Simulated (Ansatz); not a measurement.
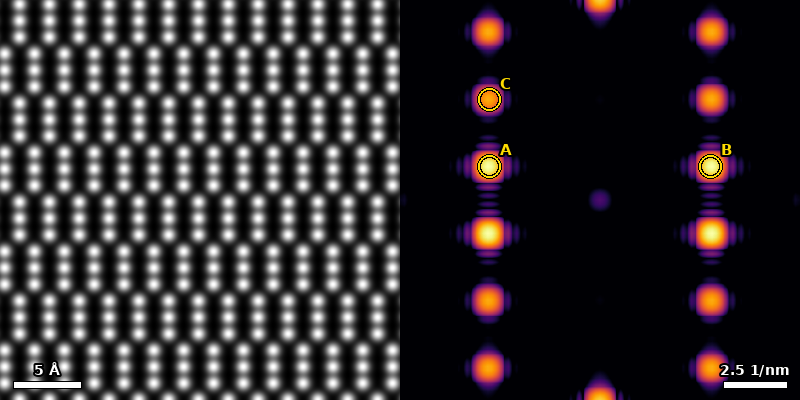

Dark-field STEM-like image of Rh (P6/mmm, No. 191) along [101]. Simulated incoherent Z contrast: every atom adds Z^1.7 spread by a probe of 0.80 Å full width; channelling and multiple scattering are left out. The probe carries 15 % of its weight in a tail 2.5 times as wide. The display is stretched by a gamma of 0.8; percentages refer to the linear signal. Atomic positions: the geometry relaxed with Ansatz 0.2.0, DFT, PBEsol, plane waves (420 eV) with PAW, scalar-relativistic; the starting structure was generated, so it need not be a known form of this composition.

The right panel is the modulus of the image's Fourier transform on a logarithmic scale.

a = 4.281 Å, b = 4.281 Å, c = 2.626 Å, α = 90.00°, β = 90.00°, γ = 120.00°

> Index the marked spots and give their plane spacings (the zone axis points at the viewer; indices equivalent by symmetry, or all signs reversed, are as good).

A: (1 -1 -1), d = 2.14 Å; B: (-1 0 1), d = 2.14 Å; C: (1 -2 -1), d = 1.66 Å. A and B enclose 146°, and every spot obeys the zone law hu + kv + lw = 0 for [101].
